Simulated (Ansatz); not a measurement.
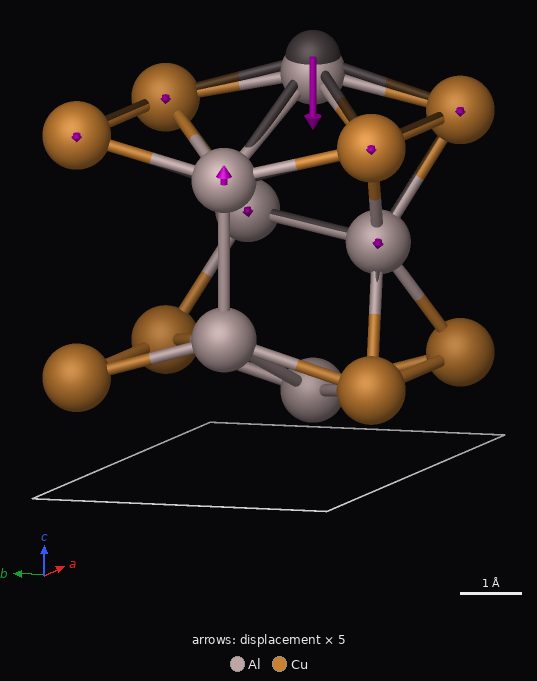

A constrained relaxation of a slab of composition Al$_{3}$Cu$_{2}$ (cut from the I4/mcm phase). The starting structure is drawn faded, the final one solid; purple arrows show the displacements, 5 times their true length.

A ball-and-stick model of the cell of the calculation, outlined in the plane, without the vacuum, seen from a free direction.

Case: clean slab, lower half held. The slab is the (1 1 0) face of Al2Cu. 4 atoms are held fixed.

Theory: DFT PBEsol, scalar-relativistic, plane waves, PAW (Ansatz). (plane-wave cutoff 420 eV; k-point mesh 7 × 7 × 1; occupations gaussian; smearing width 0.1 eV; no spin polarisation; dipole correction; atoms relaxed in a fixed cell; force threshold 0.03 eV/Å; at most 70 steps)

Question: Atoms of which element are displaced furthest, and by how much?

Answer: Aluminium: up to 0.25 Å, against 0.03 Å for copper.

Question: What did the optimiser do to the structure, and how much energy did it gain?

Answer: Over 3 geometry steps the energy falls by 92.6 meV per cell of the calculation. Largest force component: 0.66 eV/Å at the start, 0.014 eV/Å at the end. The atom that moves furthest is an Al atom (0.25 Å along the normal (−c)). By element the largest moves are Al 0.25 Å, Cu 0.03 Å. The cell stays as it was. Among the contacts that change: Al–Al 2.862 → 2.703 Å, Al–Al 2.701 → 2.768 Å, Al–Cu 2.557 → 2.499 Å, Al–Cu 2.557 → 2.529 Å. Bond angles that change, for instance: Al–Al–Al 115.0° → 126.5°, Cu–Al–Cu 145.0° → 154.7°, Al–Al–Cu 103.7° → 109.4°.
